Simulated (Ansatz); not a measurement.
**Two runs on Co**

System: Co (4 atoms in the cell).
Method of run 1: Kohn-Sham DFT of a periodic cell, revPBE, Ansatz PAW, spin-polarised (Ansatz 0.2.0).

The structure derives from a Materials Project entry. Text and figures count atoms from 1; the logs count them from 0 in places.

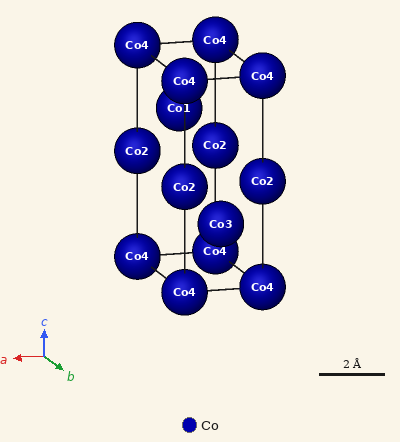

Fig. 1: The structure (spheres-only view of the cell of the calculation, seen at an oblique angle; atoms are numbered from 1 in the order of the input).

**Input file, run 1**
```yaml
crystal:
  lattice:
    - [2.4539803297, 0.0, 0.0]
    - [-1.2269901649, 2.125209306, 0.0]
    - [0.0, 0.0, 8.033948716]
  atoms:
    - { symbol: Co, position: [0.6666666667, 0.3333333333, 0.75], spin: 2.0 }
    - { symbol: Co, position: [0.0, 0.0, 0.5], spin: 2.0 }
    - { symbol: Co, position: [0.3333333333, 0.6666666667, 0.25], spin: 2.0 }
    - { symbol: Co, position: [0.0, 0.0, 0.0], spin: 2.0 }
hamiltonian:
  xc: revpbe
  pseudopotentials: { kind: paw }
magnetization:
  spin_polarized: true
kpoints:
  mp_grid: { grid: [12, 12, 4] }
scf:
  occupations: { method: fermi_dirac, width: 0.05 }
output:
  forces: true
  stress: true
  eigenvalues: true
```

Command:
```bash
ansatz run input.yaml --threads 2 --pin off --max-ram 5120MiB --backend cpu --events-out ev --progress --plain --runs-dir out
```

Hardware: 2 threads of Arm Neoverse N1, 24 GiB of memory available, shared host.

**Output, shortened to warnings, some set-up lines, iterations and results (run 1)**
```
Basis set: ecut = 420 eV, 777 PW (Γ), exchange–correlation on 36×36×108 points (8 copies of the dense FFT grid, shifted against one another)
Symmetry: 24 space group operations
k-points: 57 of 576
Initial density: superposition of atomic densities (chi_scale 0.1, normalization cell)
[...]
SCF iter   1: F=—  HF=-20516.983310 eV  |F-HF|=—  |Δ(HF+E_count)|=         —  Δρ=8.41e-2 (↑5.80e-2 ↓8.41e-2)  dr2=4.77e0  dr2_m=1.33e-1  M=6.994 μB ∫|m|=7.260 μB  β_m=0.30  …
SCF iter   2: F=—  HF=-20515.565054 eV  |F-HF|=—  |Δ(HF+E_count)|=    1.42e0  Δρ=3.24e-2 (↑1.24e-2 ↓3.24e-2)  dr2=3.44e-1  dr2_m=1.27e-1  M=7.017 μB ∫|m|=7.370 μB  β_m=0.35  …
SCF iter   3: F=—  HF=-20516.787568 eV  |F-HF|=—  |Δ(HF+E_count)|=    1.22e0  Δρ=1.67e-2 (↑1.67e-2 ↓9.69e-3)  dr2=3.15e-2  dr2_m=4.52e-2  M=6.912 μB ∫|m|=7.353 μB  β_m=0.56  …
SCF iter   4: F=—  HF=-20518.043257 eV  |F-HF|=—  |Δ(HF+E_count)|=    1.26e0  Δρ=1.40e-2 (↑1.40e-2 ↓1.23e-2)  dr2=1.38e-1  dr2_m=5.74e-3  M=6.739 μB ∫|m|=7.270 μB  β_m=0.56  …
SCF iter   5: F=—  HF=-20518.373497 eV  |F-HF|=—  |Δ(HF+E_count)|=   3.30e-1  Δρ=5.29e-3 (↑5.29e-3 ↓3.98e-3)  dr2=2.13e-2  dr2_m=1.18e-3  M=6.641 μB ∫|m|=7.217 μB  β_m=0.68  …
[... 5 lines ...]
SCF iter  11: F=—  HF=-20518.427362 eV  |F-HF|=—  |Δ(HF+E_count)|=   2.32e-7  Δρ=5.85e-5 (↑1.79e-5 ↓5.85e-5)  dr2=1.55e-6  dr2_m=2.12e-7  M=6.572 μB ∫|m|=7.192 μB  β_m=0.98  …
SCF iter  12: F=—  HF=-20518.427362 eV  |F-HF|=—  |Δ(HF+E_count)|=   1.54e-9  Δρ=1.52e-5 (↑1.28e-5 ↓1.52e-5)  dr2=1.84e-7  dr2_m=4.52e-9  M=6.572 μB ∫|m|=7.192 μB  β_m=0.89  …
SCF iter  13: F=—  HF=-20518.427362 eV  |F-HF|=—  |Δ(HF+E_count)|=   2.40e-8  Δρ=3.99e-6 (↑1.46e-6 ↓3.99e-6)  dr2=5.52e-9  dr2_m=9.04e-10  M=6.572 μB ∫|m|=7.192 μB  β_m=0.95  …
SCF iter  14: F=-20518.427362 eV  HF=-20518.427362 eV  |F-HF|=4.46e-9  |Δ(HF+E_count)|=  5.78e-10  Δρ=2.61e-6 (↑1.54e-6 ↓2.61e-6)  dr2=4.95e-9  dr2_m=2.42e-10  M=6.572 μB …
SCF 1 converged in 14 iterations: F = -20518.427362 eV  dr2 = 4.95e-9
SCF converged after 14 iterations
Magnetization: 6.5725 μB (37.2862 up, 30.7138 down)
Absolute magnetization: 7.1942 μB (∫|ρ↑−ρ↓|, with the PAW one-centre terms)
Spin contamination: 0.1079 ħ² per cell (⟨S²⟩ above its minimum at these occupations)
Per-site moments (μB) at R_I (Å): [(1.7258188559697352, 1.0122668860232764), (1.7029768545160135, 1.0122668860232764), (1.7258188559697347, 1.0122668860232764), (1.7029768545160149, 1.0122668860232764)]
Free energy (F): -20518.427362 eV
Harris-Foulkes:  -20518.427362 eV  (|F-HF|=4.46e-9)
Internal energy: -20518.394563 eV  (E = F + TS)
E sigma→0 (E₀):  -20518.410962 eV
Entropy (-TS):   -0.032799 eV (-8.200 meV/atom)
Fermi energy:    19.669883 eV
--- Per-component energies (eV) ---
  E_band       = -920.632660
  E_kinetic    = 1818.629293
  E_local      = -11125.596173  (includes V_loc(G=0)·N_el)
  E_nonlocal   = 1814.079590
  E_hartree    = 4674.439510
  E_xc         = -638.279884
  E_vxc        = -822.918501  (∫ρ·V_xc dr)
  E_paw        = -6074.936487  (= ΣΔE_a)
  E_vpaw       = -1953.713197  (= ΣTr[D̂ρ^β])
  E_aug_tail   = 0.000389  (compensation charges beyond the density's cutoff)
  E_ewald      = -10986.598987
  E_core_change = -0.131816  (= ΣΔE_core)
  E_smearing   = -0.032799  (= −TS)
  E_closure    = 0.000000  (closes the sum)
  Σ components = -20518.427362   (vs F -20518.427362, Δ=0.00e0)
--- Forces (eV/Å), atoms counted from 1 ---
  atom   1  Co     0.00000000     0.00000000     0.00000000
  atom   2  Co     0.00000000     0.00000000     0.00000000
  atom   3  Co    -0.00000000     0.00000000     0.00000000
  atom   4  Co     0.00000000     0.00000000     0.00000000
  max |Σ_I F_I| component: 1.04e-17 eV/Å
--- Stress (GPa, compression-positive) ---
       15.403701      -0.000000       0.000000
       -0.000000      15.403701       0.000000
        0.000000       0.000000      11.284144
  P = ⅓ Tr σ = 14.0305 GPa (140.305 kbar)
```

The input of run 2 differs as follows (lines with − go, lines with + come):
```diff
-  xc: revpbe
+  xc: pbesol
+  dispersion: d3bj
```

What does this change do to the results?

The total energies belong to different models, so their difference says nothing on which is more stable or more accurate. The net moment of the cell goes from 6.57 to 6.49 μB. The pressure goes from 14.03 to −7.41 GPa. The functional changes from revPBE to PBEsol. The number of SCF iterations is the same.

**Output, shortened to warnings, some set-up lines, iterations and results (run 2)**
```
Basis set: ecut = 420 eV, 777 PW (Γ), exchange–correlation on 36×36×108 points (8 copies of the dense FFT grid, shifted against one another)
Symmetry: 24 space group operations
k-points: 57 of 576
Initial density: superposition of atomic densities (chi_scale 0.1, normalization cell)
[...]
SCF iter   1: F=—  HF=-20372.872737 eV  |F-HF|=—  |Δ(HF+E_count)|=         —  Δρ=9.12e-2 (↑7.64e-2 ↓9.12e-2)  dr2=6.51e0  dr2_m=9.91e-2  M=6.886 μB ∫|m|=7.122 μB  β_m=0.30  …
SCF iter   2: F=—  HF=-20370.680959 eV  |F-HF|=—  |Δ(HF+E_count)|=    2.19e0  Δρ=3.46e-2 (↑1.28e-2 ↓3.46e-2)  dr2=4.84e-1  dr2_m=1.11e-1  M=6.977 μB ∫|m|=7.287 μB  β_m=0.35  …
SCF iter   3: F=—  HF=-20371.808395 eV  |F-HF|=—  |Δ(HF+E_count)|=    1.13e0  Δρ=1.53e-2 (↑1.53e-2 ↓9.58e-3)  dr2=2.78e-2  dr2_m=3.79e-2  M=6.868 μB ∫|m|=7.252 μB  β_m=0.53  …
SCF iter   4: F=—  HF=-20373.079510 eV  |F-HF|=—  |Δ(HF+E_count)|=    1.27e0  Δρ=1.25e-2 (↑1.25e-2 ↓1.20e-2)  dr2=1.16e-1  dr2_m=5.53e-3  M=6.698 μB ∫|m|=7.150 μB  β_m=0.53  …
SCF iter   5: F=—  HF=-20373.465387 eV  |F-HF|=—  |Δ(HF+E_count)|=   3.86e-1  Δρ=4.66e-3 (↑4.16e-3 ↓4.66e-3)  dr2=2.00e-2  dr2_m=1.02e-3  M=6.577 μB ∫|m|=7.066 μB  β_m=0.77  …
[... 5 lines ...]
SCF iter  11: F=—  HF=-20373.517308 eV  |F-HF|=—  |Δ(HF+E_count)|=   2.77e-7  Δρ=9.79e-5 (↑1.52e-5 ↓9.79e-5)  dr2=3.59e-6  dr2_m=7.82e-7  M=6.491 μB ∫|m|=7.011 μB  β_m=0.86  …
SCF iter  12: F=—  HF=-20373.517309 eV  |F-HF|=—  |Δ(HF+E_count)|=   2.92e-7  Δρ=3.32e-5 (↑8.40e-6 ↓3.32e-5)  dr2=5.46e-7  dr2_m=7.51e-8  M=6.491 μB ∫|m|=7.011 μB  β_m=0.88  …
SCF iter  13: F=—  HF=-20373.517309 eV  |F-HF|=—  |Δ(HF+E_count)|=   2.53e-9  Δρ=7.29e-6 (↑1.73e-6 ↓7.29e-6)  dr2=2.34e-8  dr2_m=4.24e-9  M=6.491 μB ∫|m|=7.011 μB  β_m=0.94  …
SCF iter  14: F=-20373.517309 eV  HF=-20373.517309 eV  |F-HF|=2.37e-9  |Δ(HF+E_count)|=   5.14e-9  Δρ=2.38e-6 (↑9.57e-7 ↓2.38e-6)  dr2=3.06e-9  dr2_m=2.54e-10  M=6.491 μB …
SCF 1 converged in 14 iterations: F = -20373.517309 eV  dr2 = 3.06e-9
SCF converged after 14 iterations
Magnetization: 6.4907 μB (37.2454 up, 30.7546 down)
Absolute magnetization: 7.0129 μB (∫|ρ↑−ρ↓|, with the PAW one-centre terms)
Spin contamination: 0.0903 ħ² per cell (⟨S²⟩ above its minimum at these occupations)
Per-site moments (μB) at R_I (Å): [(1.6935878987087156, 1.0122668860232764), (1.672244155840604, 1.0122668860232764), (1.6935878987087156, 1.0122668860232764), (1.6722441558406036, 1.0122668860232764)]
Free energy (F): -20373.517309 eV
Harris-Foulkes:  -20373.517309 eV  (|F-HF|=2.37e-9)
Internal energy: -20373.482503 eV  (E = F + TS)
E sigma→0 (E₀):  -20373.499906 eV
Entropy (-TS):   -0.034805 eV (-8.701 meV/atom)
Fermi energy:    19.375212 eV
--- Per-component energies (eV) ---
  E_band       = -930.614853
  E_kinetic    = 1818.840695
  E_local      = -11124.842335  (includes V_loc(G=0)·N_el)
  E_nonlocal   = 1822.037378
  E_hartree    = 4660.370112
  E_xc         = -632.441287
  E_vxc        = -819.968557  (∫ρ·V_xc dr)
  E_paw        = -5930.024842  (= ΣΔE_a)
  E_vpaw       = -1947.416713  (= ΣTr[D̂ρ^β])
  E_aug_tail   = 0.000256  (compensation charges beyond the density's cutoff)
  E_ewald      = -10986.598987
  E_disp       = -1.577171  (pairwise vdW)
  E_core_change = 0.753677  (= ΣΔE_core)
  E_smearing   = -0.034805  (= −TS)
  E_closure    = 0.000000  (closes the sum)
  Σ components = -20373.517309   (vs F -20373.517309, Δ=0.00e0)
--- Forces (eV/Å), atoms counted from 1 ---
  atom   1  Co     0.00000000     0.00000000     0.00000000
  atom   2  Co    -0.00000000    -0.00000000     0.00000000
  atom   3  Co    -0.00000000    -0.00000000     0.00000000
  atom   4  Co     0.00000000     0.00000000     0.00000000
  max |Σ_I F_I| component: 4.63e-18 eV/Å
--- Stress (GPa, compression-positive) ---
       -6.048756      -0.000000       0.000000
       -0.000000      -6.048756       0.000000
        0.000000       0.000000     -10.127676
  P = ⅓ Tr σ = -7.4084 GPa (-74.084 kbar)
```

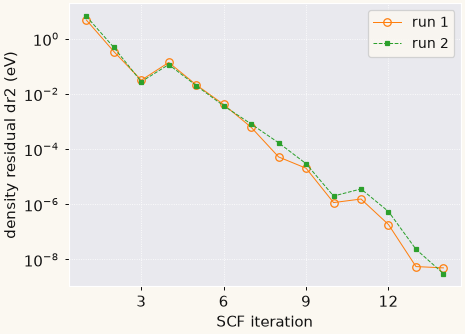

Fig. 2: Convergence of the two runs: density residual dr2 against the SCF iteration. Run 1 takes 14 iterations in all, and run 2 takes 14.

**The two runs side by side**

```csv
quantity,run 1,run 2
outcome,converged,converged
free energy per atom (eV),−5129.6068,−5093.3793
"energy per atom, smearing taken to zero (eV)",−5129.6027,−5093.3750
gap on the mesh (eV),0.00,0.00
net moment of the cell (μB),6.57,6.49
absolute moment of the cell (μB),7.19,7.01
pressure (GPa),14.03,−7.41
largest force (eV/Å),0.000,0.000
SCF iterations,14,14
irreducible k-points,57,57
plane waves at Γ,777,777
wall time (shared host),19 s,20 s
```

For run 1: Points of doubt noted for this run: forces on files of another functional. The cell is under a pressure of 14.0 GPa at this level, so it is not at its equilibrium volume. For run 2: The cell is under a tension of 7.4 GPa at this level, so it is not at its equilibrium volume.
